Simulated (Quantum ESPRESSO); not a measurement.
**Run report: HfN, band-structure run (part 2 of 2)**

The same run, continued: HfN (Fm-3m, 2 atoms in the cell); Kohn-Sham DFT of a periodic cell, PBE, spin-orbit coupling, PseudoDojo 0.4 FR PBE standard, no spin polarisation (Quantum ESPRESSO 7.5); cutoff 1142.88 eV, 10×10×10 k-mesh, fermi-dirac of 0.05 eV. The structure derives from an entry of the Crystallography Open Database.

Geometry of the input (Å; fractional positions):
```
0.0000  2.2560  2.2560
2.2560  0.0000  2.2560
2.2560  2.2560  0.0000
Hf 0.0000  0.0000  0.0000
N  0.5000  0.5000  0.5000
```

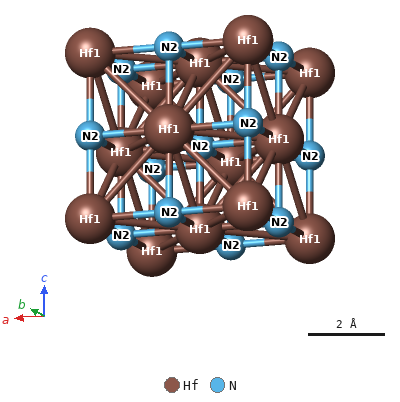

*The structure (ball-and-stick view of the cell 4 times as large as that of the calculation, set on its symmetry axes, seen at an oblique angle; atoms are numbered from 1 in the order of the input). An atom can appear more than once, as a periodic image.*

### Log, continued
```
   -43.6778 -43.6778 -17.9176 -17.9176 -10.2837 -10.2837 -10.0768 -10.0768
     2.0625   2.0625  13.1153  13.1153  14.6318  14.6318  14.8770  14.8770
    17.9901  17.9901  20.0309  20.0309  20.2461  20.2461  21.8295  21.8295
    21.9449  21.9449  24.4902  24.4902  30.8596  30.8596

          k = 0.2828 0.1414-0.1414 (  2013 PWs)   bands (ev):

   -43.6595 -43.6595 -17.9846 -17.9846 -10.5282 -10.5282 -10.1111 -10.1111
     2.7552   2.7552  11.9235  11.9235  13.5902  13.5902  13.9946  13.9946
    18.5769  18.5769  20.9785  20.9785  21.2943  21.2943  23.2501  23.2501
    23.6511  23.6511  26.0535  26.0535  32.1105  32.1105

          k = 0.3536 0.2121-0.2121 (  2006 PWs)   bands (ev):

   -43.6424 -43.6424 -18.0477 -18.0477 -10.7392 -10.7392 -10.1438 -10.1438
     3.4607   3.4607  10.8699  10.8699  12.9171  12.9171  13.2533  13.2533
    19.5970  19.5970  22.0619  22.0619  22.3808  22.3808  24.1492  24.1492
    25.5250  25.5250  27.2030  27.2030  30.9799  30.9799

          k =-0.2828-0.4243 0.4243 (  2013 PWs)   bands (ev):

   -43.6331 -43.6331 -18.0823 -18.0823 -10.8487 -10.8487 -10.1619 -10.1619
     3.8995   3.8995  10.2502  10.2502  12.6888  12.6888  12.8161  12.8161
    20.9662  20.9662  22.2801  22.2801  22.7454  22.7454  24.3627  24.3627
    27.1954  27.1954  27.7402  27.7402  30.2727  30.2727

          k =-0.2121-0.3536 0.3536 (  2013 PWs)   bands (ev):

   -43.6351 -43.6351 -18.0749 -18.0749 -10.8264 -10.8264 -10.1578 -10.1578
     3.8269   3.8269  10.3450  10.3450  12.7010  12.7010  12.9028  12.9028
    21.0914  21.0914  21.9896  21.9896  22.3078  22.3078  24.4729  24.4729
    26.7540  26.7540  27.7220  27.7220  30.5528  30.5528

          k =-0.1414-0.2828 0.2828 (  2004 PWs)   bands (ev):

   -43.6477 -43.6477 -18.0284 -18.0284 -10.6793 -10.6793 -10.1319 -10.1319
     3.2822   3.2822  11.1421  11.1421  12.9851  12.9851  13.4341  13.4341
    19.9654  19.9654  20.7921  20.7921  22.2674  22.2674  23.6854  23.6854
    25.4594  25.4594  26.7163  26.7163  31.4193  31.4193

          k =-0.0707-0.2121 0.2121 (  2010 PWs)   bands (ev):

   -43.6660 -43.6660 -17.9611 -17.9611 -10.4521 -10.4521 -10.0921 -10.0921
     2.5454   2.5454  12.3848  12.3848  13.6038  13.6038  14.2180  14.2180
    19.2700  19.2700  19.6776  19.6776  21.1305  21.1305  22.2006  22.2006
    24.2922  24.2922  24.9967  24.9967  31.9378  31.9378

          k = 0.0000-0.1414 0.1414 (  2019 PWs)   bands (ev):

   -43.6831 -43.6831 -17.8988 -17.8988 -10.2281 -10.2281 -10.0495 -10.0495
     1.8949   1.8949  13.7776  13.7776  14.4555  14.4555  15.0140  15.0140
    18.8351  18.8351  18.9992  18.9992  19.8917  19.8917  21.1902  21.1902
    22.8097  22.8097  23.1384  23.1384  30.2616  30.2616

          k = 0.2828-0.0000 0.0000 (  2009 PWs)   bands (ev):

   -43.6694 -43.6694 -17.9469 -17.9469 -10.3415 -10.3415 -10.1461 -10.1461
     2.2405   2.2405  12.4625  12.4625  14.9323  14.9323  15.1630  15.1630
    16.9337  16.9337  21.0072  21.0072  21.1819  21.1819  21.5815  21.5815
    21.6377  21.6377  25.9514  25.9514  31.8630  31.8630

          k = 0.3536 0.0707-0.0707 (  2015 PWs)   bands (ev):

   -43.6543 -43.6543 -17.9999 -17.9999 -10.5103 -10.5103 -10.1963 -10.1963
     2.6201   2.6201  11.9223  11.9223  14.3026  14.3026  14.6701  14.6701
    17.0396  17.0396  21.8496  21.8496  22.0191  22.0191  22.5828  22.5828
    22.6483  22.6483  27.1366  27.1366  32.9593  32.9593

          k = 0.4243 0.1414-0.1414 (  2009 PWs)   bands (ev):

   -43.6385 -43.6385 -18.0562 -18.0562 -10.6866 -10.6866 -10.2439 -10.2439
     3.0670   3.0670  11.5289  11.5289  13.3886  13.3886  13.9710  13.9710
    17.8442  17.8442  22.7021  22.7021  22.9612  22.9612  23.8483  23.8483
    24.1682  24.1682  27.7536  27.7536  30.6762  30.6762

          k =-0.2121-0.4950 0.4950 (  2019 PWs)   bands (ev):

   -43.6279 -43.6279 -18.0941 -18.0941 -10.7995 -10.7995 -10.2795 -10.2795
     3.4411   3.4411  11.1396  11.1396  12.9555  12.9555  13.3654  13.3654
    19.0891  19.0891  22.5773  22.5773  23.1194  23.1194  25.0978  25.0978
    25.9744  25.9744  27.9660  27.9660  29.3609  29.3609

          k =-0.1414-0.4243 0.4243 (  2013 PWs)   bands (ev):

   -43.6266 -43.6266 -18.0991 -18.0991 -10.8174 -10.8174 -10.2839 -10.2839
     3.6065   3.6065  10.8667  10.8667  12.9139  12.9139  13.1105  13.1105
    20.6347  20.6347  21.5903  21.5903  22.3623  22.3623  24.9918  24.9918
    27.4285  27.4285  27.8349  27.8349  29.7508  29.7508

          k =-0.0707-0.3536 0.3536 (  2010 PWs)   bands (ev):

   -43.6352 -43.6352 -18.0696 -18.0696 -10.7414 -10.7414 -10.2473 -10.2473
     3.4636   3.4636  10.9820  10.9820  12.8800  12.8800  13.4066  13.4066
    20.5554  20.5554  21.2086  21.2086  22.1349  22.1349  23.6535  23.6535
    26.7417  26.7417  27.7049  27.7049  30.5380  30.5380

          k = 0.0000-0.2828 0.2828 (  2013 PWs)   bands (ev):

   -43.6503 -43.6503 -18.0170 -18.0170 -10.6026 -10.6026 -10.1750 -10.1750
     3.0483   3.0483  11.5389  11.5389  13.1131  13.1131  13.8468  13.8468
    19.8991  19.8991  20.2302  20.2302  22.1653  22.1653  22.5693  22.5693
    25.4085  25.4085  26.6565  26.6565  31.8914  31.8914

          k = 0.4243 0.0000-0.0000 (  2008 PWs)   bands (ev):

   -43.6434 -43.6434 -18.0361 -18.0361 -10.5831 -10.5831 -10.2659 -10.2659
     2.6032   2.6032  11.9747  11.9747  14.8078  14.8078  15.1011  15.1011
    15.9286  15.9286  22.1239  22.1239  22.5239  22.5239  22.9509  22.9509
    23.1487  23.1487  27.8515  27.8515  32.4316  32.4316

          k = 0.4950 0.0707-0.0707 (  2018 PWs)   bands (ev):

   -43.6309 -43.6309 -18.0786 -18.0786 -10.6912 -10.6912 -10.3241 -10.3241
     2.7069   2.7069  12.1716  12.1716  14.1897  14.1897  14.7225  14.7225
    16.3718  16.3718  22.9439  22.9439  23.2852  23.2852  23.6828  23.6828
    23.8729  23.8729  28.0335  28.0335  30.1682  30.1682

          k =-0.1414-0.5657 0.5657 (  2018 PWs)   bands (ev):

   -43.6215 -43.6215 -18.1106 -18.1106 -10.7635 -10.7635 -10.3840 -10.3840
     2.9219   2.9219  12.2679  12.2679  13.3885  13.3885  14.1326  14.1326
    17.4041  17.4041  23.1378  23.1378  23.6548  23.6548  24.5814  24.5814
    25.0686  25.0686  27.8475  27.8475  29.0320  29.0320

          k =-0.0707-0.4950 0.4950 (  2019 PWs)   bands (ev):

   -43.6190 -43.6190 -18.1201 -18.1201 -10.7854 -10.7854 -10.4102 -10.4102
     3.1973   3.1973  11.8287  11.8287  13.1656  13.1656  13.5722  13.5722
    18.8454  18.8454  22.2752  22.2752  22.9852  22.9852  24.9672  24.9672
    26.2872  26.2872  28.3583  28.3583  29.7855  29.7855

          k =-0.0000-0.4243 0.4243 (  2011 PWs)   bands (ev):

   -43.6242 -43.6242 -18.1044 -18.1044 -10.7756 -10.7756 -10.3607 -10.3607
     3.4227   3.4227  11.2567  11.2567  13.0256  13.0256  13.3546  13.3546
    20.5855  20.5855  21.4048  21.4048  22.0204  22.0204  24.0324  24.0324
    27.5222  27.5222  28.9817  28.9817  29.7494  29.7494

          k = 0.5657-0.0000 0.0000 (  2020 PWs)   bands (ev):

   -43.6224 -43.6224 -18.1055 -18.1055 -10.7487 -10.7487 -10.3617 -10.3617
     2.5017   2.5017  12.7139  12.7139  14.9181  14.9181  15.2266  15.2266
    15.2635  15.2635  22.7311  22.7311  23.6450  23.6450  24.1489  24.1489
    24.3298  24.3298  27.7126  27.7126  29.0344  29.0344

          k =-0.0707-0.6364 0.6364 (  2024 PWs)   bands (ev):

   -43.6163 -43.6163 -18.1254 -18.1254 -10.7840 -10.7840 -10.4064 -10.4064
     2.5280   2.5280  13.0532  13.0532  14.1547  14.1547  14.8614  14.8614
    16.0979  16.0979  23.4075  23.4075  23.8067  23.8067  24.3069  24.3069
    24.7668  24.7668  27.2135  27.2135  28.4819  28.4819

          k = 0.0000-0.5657 0.5657 (  2038 PWs)   bands (ev):

   -43.6150 -43.6150 -18.1305 -18.1305 -10.7777 -10.7777 -10.4489 -10.4489
     2.7867   2.7867  12.8386  12.8386  13.4039  13.4039  14.2450  14.2450
    17.2635  17.2635  23.1371  23.1371  23.7038  23.7038  24.8115  24.8115
    25.0990  25.0990  27.3773  27.3773  29.3316  29.3316

          k =-0.7071 0.0000 0.0000 (  2044 PWs)   bands (ev):

   -43.6144 -43.6144 -18.1315 -18.1315 -10.8058 -10.8058 -10.3980 -10.3980
     2.3821   2.3821  13.2821  13.2821  15.0206  15.0206  15.0288  15.0288
    15.3238  15.3238  22.9820  22.9820  24.0504  24.0504  24.6474  24.6474
    24.6997  24.6997  26.9706  26.9706  27.8546  27.8546

          k = 0.2828 0.1414 0.0000 (  2006 PWs)   bands (ev):

   -43.6641 -43.6641 -17.9669 -17.9669 -10.4382 -10.4382 -10.1327 -10.1327
     2.5024   2.5024  12.2438  12.2438  14.0429  14.0429  14.4770  14.4770
    18.0265  18.0265  20.7766  20.7766  21.4365  21.4365  21.7624  21.7624
    23.3288  23.3288  26.0050  26.0050  32.2926  32.2926

          k = 0.3536 0.2121-0.0707 (  2015 PWs)   bands (ev):

   -43.6470 -43.6470 -18.0279 -18.0279 -10.6287 -10.6287 -10.1906 -10.1906
     3.0532   3.0532  11.4883  11.4883  13.3000  13.3000  13.8490  13.8490
    18.6518  18.6518  21.5365  21.5365  22.4736  22.4736  22.9302  22.9302
    24.7827  24.7827  27.1875  27.1875  31.5870  31.5870

          k =-0.2828-0.4243 0.5657 (  2011 PWs)   bands (ev):

   -43.6332 -43.6332 -18.0774 -18.0774 -10.7772 -10.7772 -10.2346 -10.2346
     3.5107   3.5107  10.9197  10.9197  12.8935  12.8935  13.2983  13.2983
    19.6528  19.6528  22.2879  22.2879  22.5296  22.5296  24.4083  24.4083
    26.1819  26.1819  27.8491  27.8491  30.1623  30.1623

          k =-0.2121-0.3536 0.4950 (  2016 PWs)   bands (ev):

   -43.6279 -43.6279 -18.0964 -18.0964 -10.8324 -10.8324 -10.2511 -10.2511
     3.6899   3.6899  10.6975  10.6975  12.8508  12.8508  13.0144  13.0144
    20.7964  20.7964  21.2884  21.2884  22.9828  22.9828  25.1886  25.1886
    27.0756  27.0756  27.7466  27.7466  29.7956  29.7956

          k = 0.4243 0.1414-0.0000 (  2012 PWs)   bands (ev):

   -43.6406 -43.6406 -18.0472 -18.0472 -10.6309 -10.6309 -10.2662 -10.2662
     2.8389   2.8389  11.7980  11.7980  13.9938  13.9938  14.2283  14.2283
    17.2435  17.2435  22.4136  22.4136  22.7884  22.7884  23.1300  23.1300
    23.8950  23.8950  27.8423  27.8423  31.3316  31.3316

          k =-0.2121-0.4950 0.6364 (  2021 PWs)   bands (ev):

   -43.6280 -43.6280 -18.0904 -18.0904 -10.7357 -10.7357 -10.3358 -10.3358
     3.0867   3.0867  11.7779  11.7779  13.3348  13.3348  13.8066  13.8066
    18.0712  18.0712  22.6479  22.6479  23.3081  23.3081  23.8665  23.8665
    25.5266  25.5266  28.1800  28.1800  29.6170  29.6170

          k =-0.1414-0.4243 0.5657 (  2022 PWs)   bands (ev):

   -43.6214 -43.6214 -18.1130 -18.1130 -10.7876 -10.7876 -10.3780 -10.3780
     3.2934   3.2934  11.5987  11.5987  13.0696  13.0696  13.4571  13.4571
    19.2788  19.2788  21.5561  21.5561  23.5270  23.5270  25.0628  25.0628
    26.1436  26.1436  28.5624  28.5624  29.4117  29.4117

          k =-0.0707-0.3536 0.4950 (  2016 PWs)   bands (ev):

   -43.6234 -43.6234 -18.1068 -18.1068 -10.7796 -10.7796 -10.3644 -10.3644
     3.3848   3.3848  11.3653  11.3653  13.0331  13.0331  13.3649  13.3649
    20.2926  20.2926  20.8801  20.8801  23.0154  23.0154  24.3801  24.3801
    26.9381  26.9381  28.8918  28.8918  29.6487  29.6487

          k = 0.0000-0.2828 0.4243 (  2009 PWs)   bands (ev):

   -43.6332 -43.6332 -18.0745 -18.0745 -10.7209 -10.7209 -10.2916 -10.2916
     3.3003   3.3003  11.3047  11.3047  13.0660  13.0660  13.5658  13.5658
    19.3583  19.3583  22.1193  22.1193  22.3325  22.3325  23.3709  23.3709
    26.3654  26.3654  28.0372  28.0372  30.3183  30.3183

          k =-0.1414-0.5657 0.7071 (  2020 PWs)   bands (ev):

   -43.6216 -43.6216 -18.1091 -18.1091 -10.7478 -10.7478 -10.3886 -10.3886
     2.7154   2.7154  12.5677  12.5677  14.0113  14.0113  14.2454  14.2454
    16.8199  16.8199  23.1512  23.1512  23.4703  23.4703  24.1512  24.1512
    24.8698  24.8698  27.8065  27.8065  29.1174  29.1174

          k =-0.0707-0.4950 0.6364 (  2014 PWs)   bands (ev):

   -43.6163 -43.6163 -18.1268 -18.1268 -10.7617 -10.7617 -10.4556 -10.4556
     2.8754   2.8754  12.6780  12.6780  13.3666  13.3666  13.9157  13.9157
    17.8024  17.8024  22.3670  22.3670  23.9795  23.9795  24.4730  24.4730
    25.4918  25.4918  27.8695  27.8695  29.5137  29.5137

          k = 0.0000-0.4243 0.5657 (  2012 PWs)   bands (ev):

   -43.6170 -43.6170 -18.1256 -18.1256 -10.7624 -10.7624 -10.4603 -10.4603
     3.1339   3.1339  12.0716  12.0716  13.1712  13.1712  13.5970  13.5970
    19.1623  19.1623  21.2838  21.2838  23.6486  23.6486  24.7005  24.7005
    25.8796  25.8796  28.9351  28.9351  30.6155  30.6155

          k =-0.7071 0.1414 0.0000 (  2028 PWs)   bands (ev):

   -43.6143 -43.6143 -18.1320 -18.1320 -10.7832 -10.7832 -10.4393 -10.4393
     2.5880   2.5880  13.1748  13.1748  14.0794  14.0794  14.2218  14.2218
    16.7111  16.7111  23.3002  23.3002  23.6153  23.6153  24.4865  24.4865
    25.1511  25.1511  27.1338  27.1338  28.7131  28.7131

          k =-0.1414-0.4243 0.7071 (  2016 PWs)   bands (ev):

   -43.6195 -43.6195 -18.1174 -18.1174 -10.7495 -10.7495 -10.4390 -10.4390
     3.1054   3.1054  12.0906  12.0906  13.2050  13.2050  13.5972  13.5972
    18.9379  18.9379  21.4513  21.4513  23.7290  23.7290  24.2035  24.2035
    26.1524  26.1524  28.7165  28.7165  29.8665  29.8665

          k =-0.0707-0.3536 0.6364 (  2016 PWs)   bands (ev):

   -43.6162 -43.6162 -18.1276 -18.1276 -10.7433 -10.7433 -10.4905 -10.4905
     3.1133   3.1133  12.2232  12.2232  13.1052  13.1052  13.5815  13.5815
    19.9942  19.9942  20.1523  20.1523  24.0394  24.0394  24.7776  24.7776
    25.4415  25.4415  29.3559  29.3559  30.4539  30.4539

          k =-0.7071 0.2828 0.0000 (  2002 PWs)   bands (ev):

   -43.6142 -43.6142 -18.1330 -18.1330 -10.7281 -10.7281 -10.5245 -10.5245
     2.9538   2.9538  12.8098  12.8098  13.1011  13.1011  13.6756  13.6756
    18.8070  18.8070  21.1664  21.1664  24.0936  24.0936  24.6561  24.6561
    25.2392  25.2392  28.8403  28.8403  30.3573  30.3573

     the Fermi energy is    18.8937 ev

!    total energy              =    -134.06632102 Ry
     estimated scf accuracy    <          5.0E-11 Ry
     smearing contrib. (-TS)   =      -0.00041610 Ry
     internal energy E=F+TS    =    -134.06590492 Ry

     The total energy is F=E-TS. E is the sum of the following terms:
     one-electron contribution =      -6.52601961 Ry
     hartree contribution      =      13.61043101 Ry
     xc contribution           =     -34.93844094 Ry
     ewald contribution        =    -106.21187537 Ry

     convergence has been achieved in  11 iterations

     Forces acting on atoms (cartesian axes, Ry/au):

     atom    1 type  1   force =     0.00000000   -0.00000000    0.00000000
     atom    2 type  2   force =     0.00000000   -0.00000000    0.00000000

     Total force =     0.000000     Total SCF correction =     0.000000

     Computing stress (Cartesian axis) and pressure

          total   stress  (Ry/bohr**3)                   (kbar)     P=       59.99
   0.00040779   0.00000000  -0.00000000           59.99        0.00       -0.00
   0.00000000   0.00040779   0.00000000            0.00       59.99        0.00
  -0.00000000   0.00000000   0.00040779           -0.00        0.00       59.99

=------------------------------------------------------------------------------=
   JOB DONE.
=------------------------------------------------------------------------------=
```

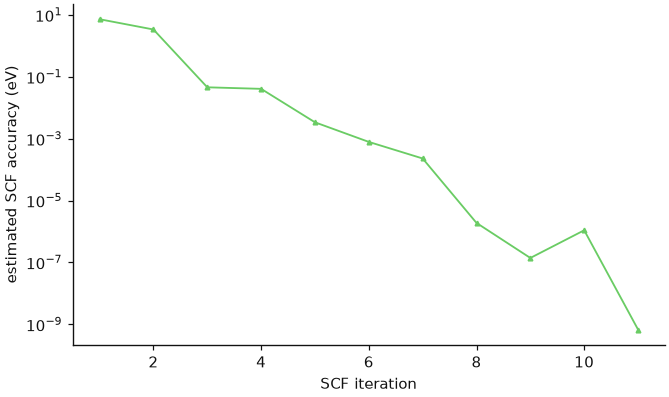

*Convergence of the self-consistent field: estimated SCF accuracy against the iteration.*

The field takes 11 iterations in all.

### Summary

- outcome: converged
- space group (tolerance 0.01 Å): Fm-3m (225)
- electrons treated: 17
- free energy: −1824.0652 eV
- Fermi energy: 18.894 eV
- gap on the k-point mesh: none (metallic)
- pressure: 6.00 GPa
- largest force (length of the vector): under 0.001 eV/Å
- wall time: 4.2 min
- peak memory: 0.16 GiB

### Remarks

The cell holds an odd number of electrons but the run has no spin polarisation, so a band is left half filled. The cell is under a pressure of 6.0 GPa at this level, so it is not at its equilibrium volume.
